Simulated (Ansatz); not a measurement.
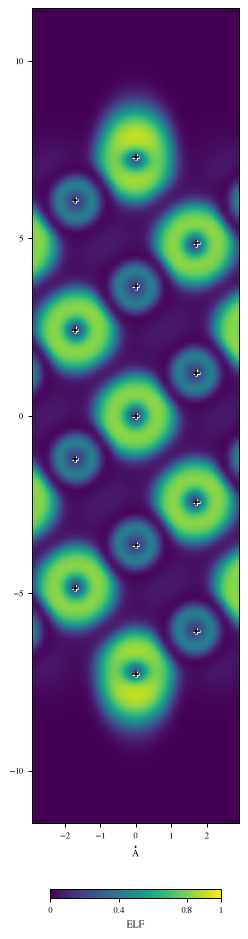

The electron localisation function on a plane through atoms (crosses mark nuclei in the plane).

The calculation used DFT r2SCAN, scalar-relativistic, plane waves, PAW in Ansatz.

Candidates:
A. Ti₂C, a = 3.08 Å, b = 3.08 Å, c = 14.46 Å, α = 90.00°, β = 90.00°, γ = 120.00°. Space group R-3m; a structure from a database of computed crystals, not necessarily the ambient phase; computed without spin polarisation.
B. Mg₆O₇ (slab), a = 2.97 Å, b = 2.97 Å, c = 29.56 Å, α = 90.00°, β = 90.00°, γ = 120.00°. Changed on purpose from its base cell (repeats removed: -1); not relaxed (largest force 1.0 eV/Å).

Question: Which candidate gave the map?

Answer: Candidate B: Mg₆O₇ on the (110) plane of the calculation cell, a cut from vacuum to vacuum, which holds O and Mg. Mg–O (2.10 Å): the ELF peaks at about 0.85 in the valence shell of O, 0.6 Å from its nucleus, and is about 0.35 at the midpoint.
